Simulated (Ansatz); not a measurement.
# Sc: 5 runs along one coordinate

System: Sc (I4/mmm, 1 atom in the cell).
Method: DFT PBEsol, scalar-relativistic, plane waves, PAW, no spin polarisation (Ansatz 0.2.0).

The 5 runs differ only in the geometry, by a strain of the cell at fixed fractional positions. Against run 3, the strain is εxx = η and εyy = η. The structure derives from an entry of the Crystallography Open Database.

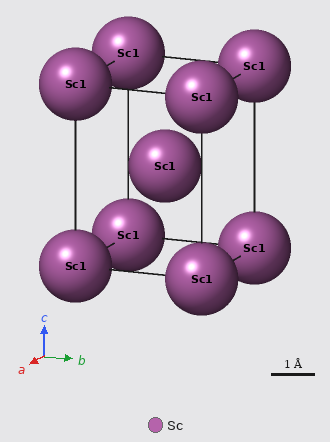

Figure 1. The structure of run 3 (spheres-only view of the cell 2 times as large as that of the calculation, set on its symmetry axes, seen slightly off an axis; atoms are numbered from 1 in the order of the input). An atom can appear more than once, as a periodic image.

**Input of run 3**
```yaml
crystal:
  lattice:
    - [0.0, 2.2705, 2.202385]
    - [2.2705, 0.0, 2.202385]
    - [2.2705, 2.2705, 0.0]
  atoms:
    - { symbol: Sc, position: [0.0, 0.0, 0.0] }
basis:
  ecutwfc: 420
kpoints:
  mp_grid: { grid: [18, 18, 18] }
hamiltonian:
  xc: pbesol
scf:
  occupations: { method: gaussian, width: 0.15 }
output:
  forces: true
  stress: true
  eigenvalues: true
```

Command:
```bash
ansatz run input.yaml --threads 1 --pin off --max-ram 2560MiB --backend cpu --events-out ev --progress --plain --runs-dir out
```

Lattice vectors (Å) and fractional positions of run 3:
```
   0.000000    2.270500    2.202385
   2.270500    0.000000    2.202385
   2.270500    2.270500    0.000000
Sc  0.000000  0.000000  0.000000
```

Run 4 differs from it as follows:
```diff
-    - [0.0, 2.2705, 2.202385]
-    - [2.2705, 0.0, 2.202385]
-    - [2.2705, 2.2705, 0.0]
+    - [0.0, 2.3045575, 2.202385]
+    - [2.3045575, 0.0, 2.202385]
+    - [2.3045575, 2.3045575, 0.0]
```

**Results, with one run withheld**

```csv
run,strain parameter η (%),"free energy per atom, from the lowest run given (meV)",pressure (GPa)
1,−3.0000,34.60,6.26
2,−1.5000,13.40,4.14
3,0.0000,1.02,2.22
4,1.5000,?,?
5,3.0000,0.00,−1.05
```

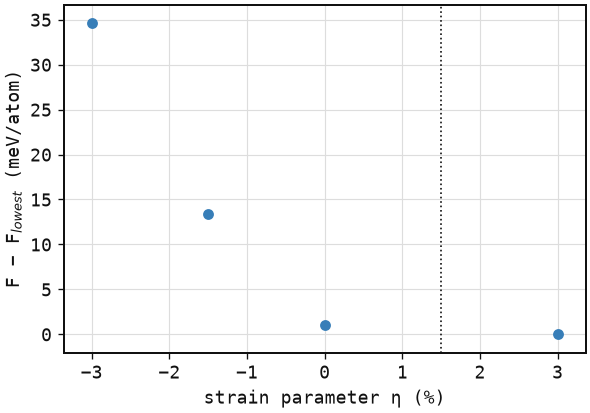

Figure 2. Free energy per atom of the runs given; the dotted line marks run 4.

Estimate the energy of run 4 from the others.

A quadratic polynomial in the coordinate, fitted to the 4 runs given, misses them by at most 0.20 meV per atom. With x = η + 0.3750, it reads F = 3.2843 − 7.1172 x + 1.8226 x² (meV per atom). At run 4 it gives −3.65 meV per atom, and the run itself gives −3.23. The fit has its minimum at η = 1.5775 %.

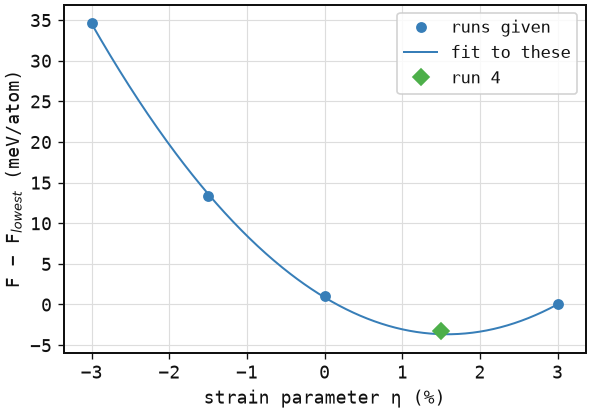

Figure 3. The fit and the withheld run.

**Output, shortened to warnings, some set-up lines, iterations and results (run 4)**
```
Basis set: ecut = 420 eV, 459 PW (Γ), exchange–correlation on 48×48×48 points (8 copies of the dense FFT grid, shifted against one another)
Symmetry: 16 space group operations
k-points: 480 of 5832
Initial density: superposition of atomic densities (neutral atoms: chi_scale 0, normalization atom), corrected by the library's trained network
[...]
SCF iter   1: F=—  HF=-2111.330802 eV  |F-HF|=—  |Δ(HF+E_count)|=         —  Δρ=3.53e-3  dr2=2.10e-3  ethr=1.77e-3  ⟨swp⟩=4.1  Hψ=23969  notcnv=0
SCF iter   2: F=—  HF=-2111.329765 eV  |F-HF|=—  |Δ(HF+E_count)|=   1.04e-3  Δρ=1.46e-3  dr2=3.42e-4  ethr=1.91e-5  ⟨swp⟩=2.0  Hψ=10755  notcnv=0
SCF iter   3: F=—  HF=-2111.329707 eV  |F-HF|=—  |Δ(HF+E_count)|=   5.86e-5  Δρ=2.41e-4  dr2=8.13e-6  ethr=3.10e-6  ⟨swp⟩=2.5  Hψ=7401  notcnv=0
SCF iter   4: F=—  HF=-2111.329712 eV  |F-HF|=—  |Δ(HF+E_count)|=   5.47e-6  Δρ=6.50e-5  dr2=9.03e-7  ethr=7.39e-8  ⟨swp⟩=2.7  Hψ=7516  notcnv=0
SCF iter   5: F=-2111.329712 eV  HF=-2111.329712 eV  |F-HF|=1.73e-10  |Δ(HF+E_count)|=   2.68e-7  Δρ=6.51e-6  dr2=3.93e-9  ethr=8.21e-9  ⟨swp⟩=2.7  Hψ=7625  notcnv=0
SCF iter   6: F=-2111.329712 eV  HF=-2111.329712 eV  |F-HF|=2.27e-12  |Δ(HF+E_count)|=  8.86e-10  Δρ=3.97e-7  dr2=1.22e-11  ethr=3.57e-11  ⟨swp⟩=1.4  Hψ=12765  notcnv=0
SCF 1 converged in 6 iterations: F = -2111.329712 eV  dr2 = 1.22e-11
SCF converged after 6 iterations
Free energy (F): -2111.329712 eV
Harris-Foulkes:  -2111.329712 eV  (|F-HF|=2.27e-12)
Internal energy: -2111.308970 eV  (E = F + TS)
E sigma→0 (E₀):  -2111.319341 eV
Entropy (-TS):   -0.020742 eV (-20.742 meV/atom)
Fermi energy:    9.822124 eV
--- Per-component energies (eV) ---
  E_band       = -160.627065
  E_kinetic    = 260.964149
  E_local      = -822.188741  (includes V_loc(G=0)·N_el)
  E_nonlocal   = 84.768850
  E_hartree    = 280.201315
  E_xc         = -103.201169
  E_vxc        = -128.368621  (∫ρ·V_xc dr)
  E_paw        = -932.209713  (= ΣΔE_a)
  E_vpaw       = -116.205413  (= ΣTr[D̂ρ^β])
  E_aug_tail   = 0.000009  (compensation charges beyond the density's cutoff)
  E_ewald      = -879.772695
  E_core_change = 0.129025  (= ΣΔE_core)
  E_smearing   = -0.020742  (= −TS)
  E_closure    = -0.000000  (closes the sum)
  Σ components = -2111.329712   (vs F -2111.329712, Δ=0.00e0)
--- Forces (eV/Å), atoms counted from 1 ---
  atom   1  Sc    -0.00000000     0.00000000    -0.00000000
  max |Σ_I F_I| component: 4.93e-32 eV/Å
--- Stress (GPa, compression-positive) ---
        0.094064       0.000000       0.000000
        0.000000       0.094064       0.000000
        0.000000       0.000000       1.310136
  P = ⅓ Tr σ = 0.4994 GPa (4.994 kbar)
```
